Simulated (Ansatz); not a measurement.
**A Fermi-surface study of Nb in space group Im-3m**

Input file:

```yaml
crystal:
  lattice:
    - [-1.66395, 1.66395, 1.66395]
    - [1.66395, -1.66395, 1.66395]
    - [1.66395, 1.66395, -1.66395]
  atoms:
    - { symbol: Nb, position: [0.0, 0.0, 0.0] }
basis:
  ecutwfc: 420
kpoints:
  mp_grid: { grid: [16, 16, 16] }
hamiltonian:
  xc: pbesol
scf:
  occupations: { method: gaussian, width: 0.05 }
output:
  forces: true
  eigenvalues: true
  eigenstates:
    nscf_kmesh: { grid: [34, 34, 34] }
    top_band: c6
    de_dk: true
    localisation: false
  stress: true
checkpoint:
  write: ck
  compress: false
  write_wavefunctions: false
  write_every: 100000
```

Command:

```sh
ansatz run input.yaml --threads 1 --pin off --max-ram 3072MiB --backend cpu --events-out ev --progress --plain --runs-dir out
```

All numbers here come from Ansatz 0.2.0, DFT PBEsol, scalar-relativistic, plane waves, PAW; levels and slopes on a dense k mesh at the converged density. No spin polarisation. Mesh 34×34×34, interpolated with the band slopes. Unrelaxed database geometry (residual pressure −9 GPa).

### 1. The sheets

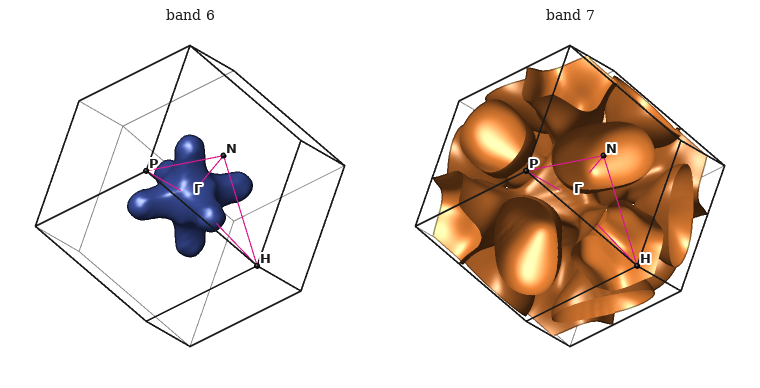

Fermi surface of this crystal. Each panel holds one band. The brighter face of a sheet looks towards empty states.

Q: Describe the Fermi surface sheet by sheet.

A: Two bands cross the Fermi level; this is a three-dimensional metal.

Band 6: one hole pocket centred at Γ (3.0 % of the zone).
Band 7: six hole pockets centred at N (each 3.7 % of the zone) and a multiply connected open sheet, with filled and empty regions both running through the repeated zones in all directions.
A pocket cut by a face of the zone is counted once with the part on the opposite face.

Q: How large are the density of states and the plasma frequency?

A: The density of states at the Fermi level is 1.5 states/eV per primitive cell. The intraband plasma frequency is 8.7 eV in all directions.

### 2. Cuts and bands

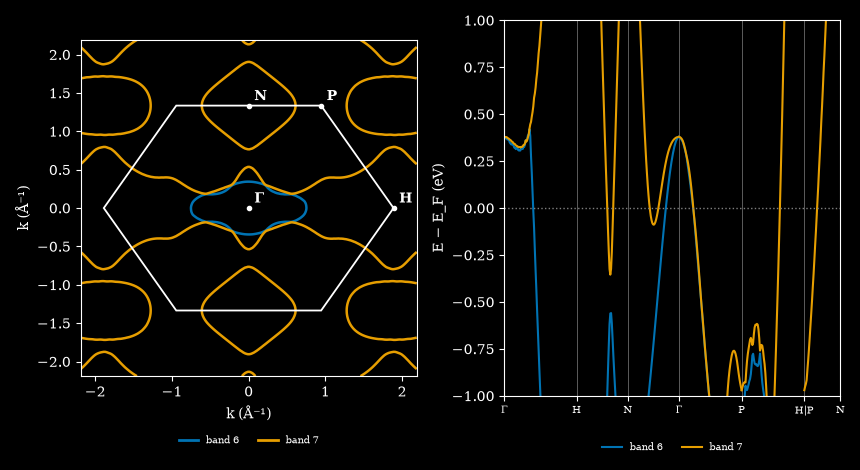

This crystal: cut through the Fermi surface in the plane through Γ, H and P, and the bands that cross the Fermi level.

Q: Give each band's level at the labelled points, in eV from the Fermi level.

A:
| band | Γ | H | N |
| --- | --- | --- | --- |
| band 6 | +0.38 | below | below |
| band 7 | +0.38 | above | above |

Negative values are filled states; "above" and "below" lie outside the plotted window.

### 3. Speeds

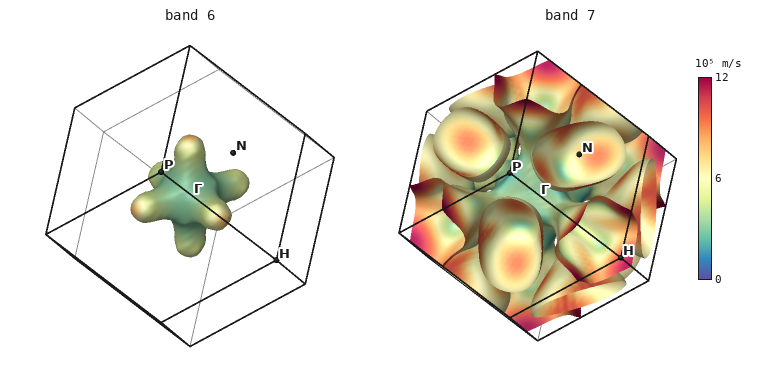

Fermi surface of this crystal, coloured by the Fermi speed.

Q: Give the range and mean of the Fermi speed for each band.

A: Band 6: 3.0 to 7.5 × 10⁵ m/s over most of the sheet, 4.0 × 10⁵ m/s on average over states. Band 7: 3.0 to 10 × 10⁵ m/s over most of the sheet, 5.9 × 10⁵ m/s on average over states.

Q: Which of these bands adds most to the density of states at the Fermi level?

A: Band 7, with 1.3 of 1.5 states/eV per cell.

### 4. Quantum oscillations

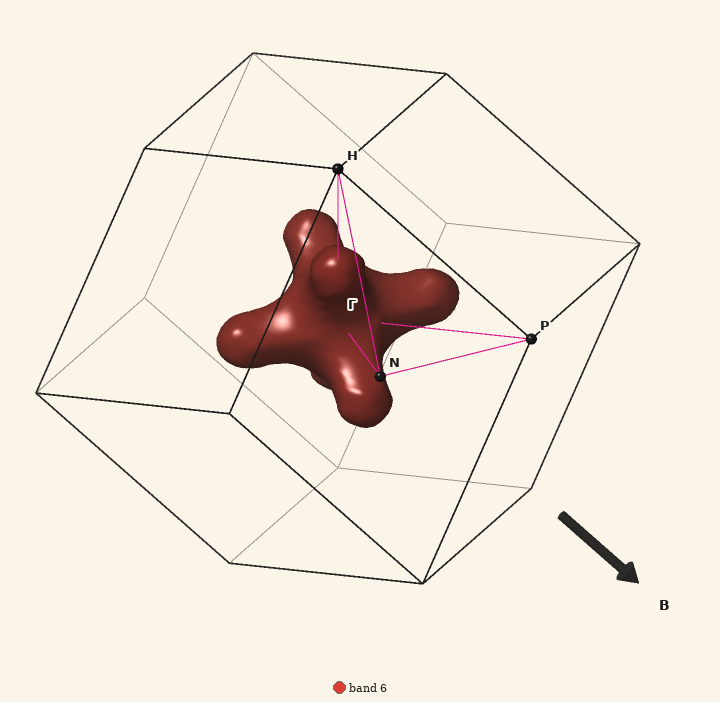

A band of this crystal with a closed pocket at the Fermi level (other bands may have more); the arrow B points along ⟨111⟩. One band is drawn. The brighter face of a sheet looks towards empty states. Conventional cell: a = 3.33 Å, b = 3.33 Å, c = 3.33 Å, α = 90.00°, β = 90.00°, γ = 90.00°.

Q: Estimate the largest cross-section normal to ⟨111⟩, and the quantum-oscillation frequency for a field along ⟨111⟩, of the pocket of band 6 at Γ.

A: The hole pocket of band 6 at Γ: about 0.54 Å⁻², so F = ħA/2πe ≈ 5.7 kT; it holds 0.060 holes per cell.

Spin-orbit coupling is left out; with Nb it can split, shift or remove sheets. Necks and pockets thinner than about two mesh steps aren't resolved, so separate pockets may in truth be joined.

Cost: 12 s on 1 thread of Arm Neoverse V1 (shared host), peak memory 0.37 GiB.
